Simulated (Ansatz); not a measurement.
A series of calculations on TiAl₃

Part 1: Vibrations

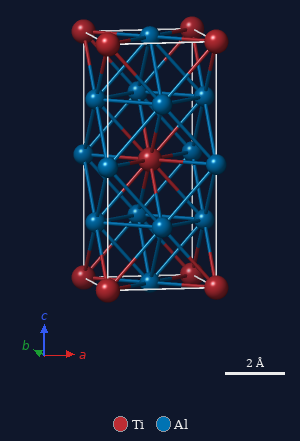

Normal modes of solid TiAl3 relaxed at 5 GPa, space group I4/mmm (No. 139), at the zone centre. Style: ball-and-stick. Shown: the conventional cell (2 times the calculation's cell), slightly off an axis. Lengths and directions refer to the drawn axes.

Method: DFT PBE, scalar-relativistic, plane waves, PAW in Ansatz.

The input:
```yaml
crystal:
  lattice:
    - [-1.8989573342, 1.8989573342, 4.2362958788]
    - [1.8989573342, -1.8989573342, 4.2362958788]
    - [1.8989573342, 1.8989573342, -4.2362958788]
  atoms:
    - { symbol: Ti, position: [0.0, 0.0, 0.0] }
    - { symbol: Al, position: [0.5, 0.5, 0.0] }
    - { symbol: Al, position: [0.75, 0.25, 0.5] }
    - { symbol: Al, position: [0.25, 0.75, 0.5] }
basis:
  ecutwfc: 420
kpoints:
  mp_grid: { grid: [16, 16, 16] }
hamiltonian:
  xc: pbe
scf:
  occupations: { method: fermi_dirac, width: 0.15 }
output:
  eigenvalues: true
phonons:
  method: dfpt
  eigenvectors: true
```

Command:
```bash
ansatz run input.yaml --threads 1 --pin off --max-ram 3072MiB --backend cpu --events-out ev --progress --plain --runs-dir out
```

The frequencies depend somewhat on the k-mesh and the smearing.

Q: Which optical modes does it have, at what frequencies, and is it stable there?

A: The calculation's cell holds 4 atoms, so there are 9 optical modes, in 6 levels. The optical modes span 2A₂u + 2E_u + B₁g + E_g. No level is unstable.

| level | symmetry | frequency (cm⁻¹) | activity |
| --- | --- | --- | --- |
| 1 | A₂u | 210 | infrared-active |
| 2 | E_u | 238 | infrared-active |
| 3 | B₁g | 271 | Raman-active |
| 4 | A₂u | 345 | infrared-active |
| 5 | E_g | 354 | Raman-active |
| 6 | E_u | 362 | infrared-active |

The crystal is a metal, so free carriers screen the infrared response.

The displacement patterns (one member of each degenerate set):

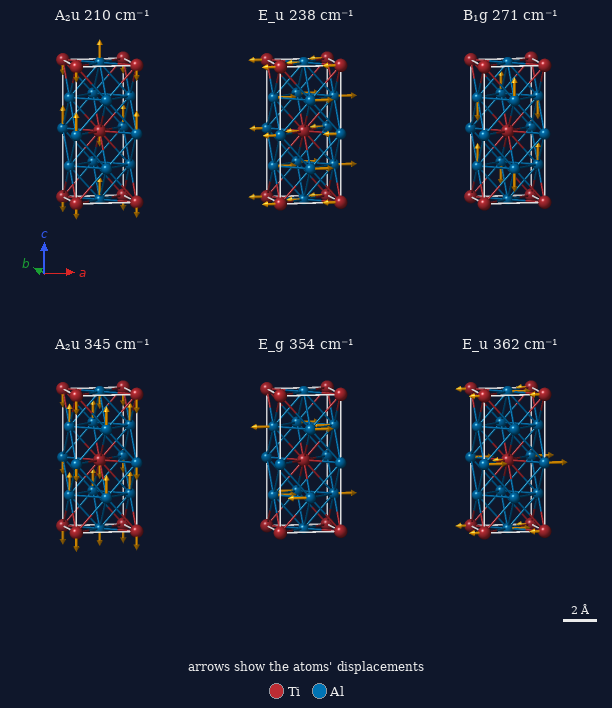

Part 2: Softest mode

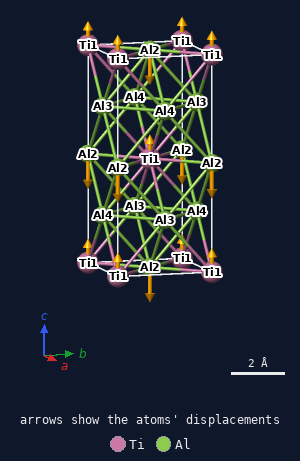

The lowest optical mode of solid TiAl$_{3}$ relaxed at 11 GPa, space group I4/mmm (No. 139), at the zone centre. Displacements are drawn as orange arrows; their common scale and sign are arbitrary. A ball-and-stick model of the conventional cell (2 times the calculation's cell), seen slightly off an axis. Lengths and directions refer to the drawn axes.

These are results of Ansatz 0.2.0, DFT PBE, scalar-relativistic, plane waves, PAW, not measurements.

Input file:
```yaml
crystal:
  lattice:
    - [-1.8717662384, 1.8717662384, 4.1722514182]
    - [1.8717662384, -1.8717662384, 4.1722514182]
    - [1.8717662384, 1.8717662384, -4.1722514182]
  atoms:
    - { symbol: Ti, position: [0.0, 0.0, 0.0] }
    - { symbol: Al, position: [0.5, 0.5, 0.0] }
    - { symbol: Al, position: [0.75, 0.25, 0.5] }
    - { symbol: Al, position: [0.25, 0.75, 0.5] }
basis:
  ecutwfc: 420
kpoints:
  mp_grid: { grid: [16, 16, 16] }
hamiltonian:
  xc: pbe
scf:
  occupations: { method: fermi_dirac, width: 0.15 }
output:
  eigenvalues: true
phonons:
  method: dfpt
  eigenvectors: true
```

Launched with:
```bash
ansatz run input.yaml --threads 1 --pin off --max-ram 3072MiB --backend cpu --events-out ev --progress --plain --runs-dir out
```

The frequencies depend somewhat on the k-mesh and the smearing.

Is this crystal at a minimum with respect to the drawn distortion?

Answer. Yes: this softest mode has a real frequency, and so have all others here. That speaks for this wave vector alone: the rest of the zone wasn't checked in this run. This is the A₂u mode at 225 cm⁻¹, the lowest optical level, infrared-active by symmetry. The Al (4d) atoms stay at rest; the Al (2b) sublattice moves against the Ti sublattice, along c; the kinetic energy is shared as Al 64 %, Ti 36 %. The crystal is a metal, so free carriers screen the infrared response.

Part 3: Softest mode

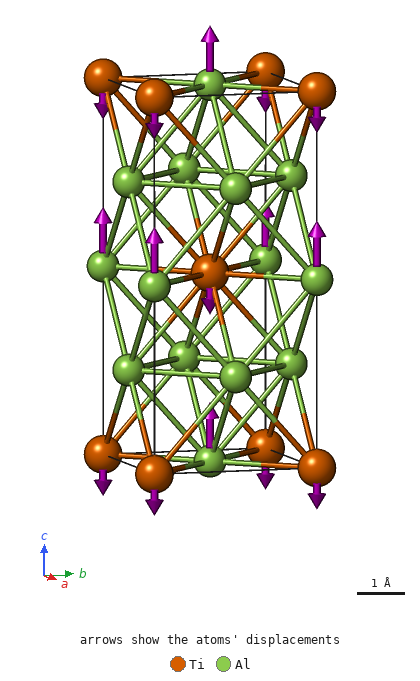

The lowest optical mode of solid TiAl₃ relaxed at 22 GPa, space group I4/mmm (No. 139), at the zone centre. The purple arrows give the relative displacements of the atoms. The picture is a ball-and-stick view of the conventional cell (2 times the calculation's cell), seen slightly off an axis. Lengths and directions refer to the drawn axes.

All numbers below come from DFT PBE, scalar-relativistic, plane waves, PAW in Ansatz.

The input:
```yaml
crystal:
  lattice:
    - [-1.8316124636, 1.8316124636, 4.0790918494]
    - [1.8316124636, -1.8316124636, 4.0790918494]
    - [1.8316124636, 1.8316124636, -4.0790918494]
  atoms:
    - { symbol: Ti, position: [0.0, 0.0, 0.0] }
    - { symbol: Al, position: [0.5, 0.5, 0.0] }
    - { symbol: Al, position: [0.75, 0.25, 0.5] }
    - { symbol: Al, position: [0.25, 0.75, 0.5] }
basis:
  ecutwfc: 420
kpoints:
  mp_grid: { grid: [16, 16, 16] }
hamiltonian:
  xc: pbe
scf:
  occupations: { method: fermi_dirac, width: 0.15 }
output:
  eigenvalues: true
phonons:
  method: dfpt
  eigenvectors: true
```

Run as
```bash
ansatz run input.yaml --threads 1 --pin off --max-ram 3072MiB --backend cpu --events-out ev --progress --plain --runs-dir out
```

The frequencies depend somewhat on the k-mesh and the smearing.

### Is this crystal at a minimum with respect to the drawn distortion?

Yes: this softest mode has a real frequency, and so have all others here. That speaks for this wave vector alone: the rest of the zone wasn't checked in this run. This is the A₂u mode at 7.41 THz, the lowest optical level, infrared-active by symmetry. The Al (4d) atoms hardly move; the Al (2b) sublattice moves against the Ti sublattice, along c; the kinetic energy is shared as Al 63 %, Ti 37 %. The crystal is a metal, so free carriers screen the infrared response.
